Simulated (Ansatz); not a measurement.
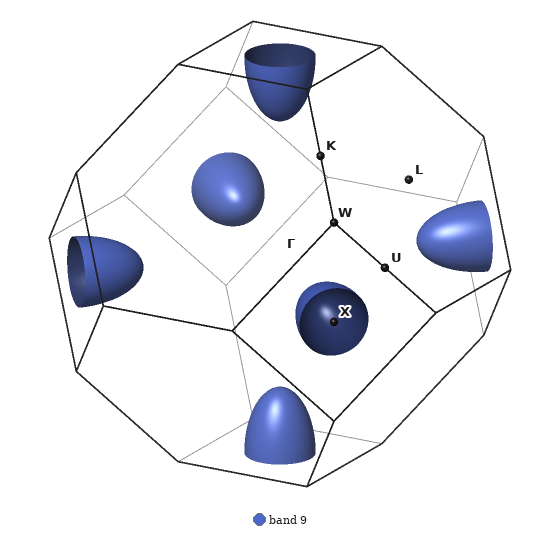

Constant-energy surfaces of BaS in space group Fm-3m, 0.30 eV above the conduction-band minimum (one colour a band).

Method: Ansatz 0.2.0, DFT PBE, scalar-relativistic, plane waves, PAW; levels and slopes on a dense k mesh at the converged density. No spin polarisation. The levels come from a k mesh of 32×32×32 points. Cell and positions as given, without relaxation.

Masses come from a second pass at points close to the extrema; at the energies drawn a band may no longer be parabolic.

**Describe the band extrema that these surfaces surround.**

Band 9 forms the conduction edge. Within this energy: three equivalent minima at X, principal masses 0.34, 0.34 and 1.30 mₑ.

Where one band's surface lies inside another's, the outer one hides all or part of it.

Spin-orbit coupling, left out here, can change the gap, its kind, the place of the band edges and the masses, since the compound holds Ba.

Time for the whole run: 39 s on 1 thread of Intel(R) Xeon(R) Platinum 8488C (Sapphire Rapids), on a shared host, peak memory 0.73 GiB.
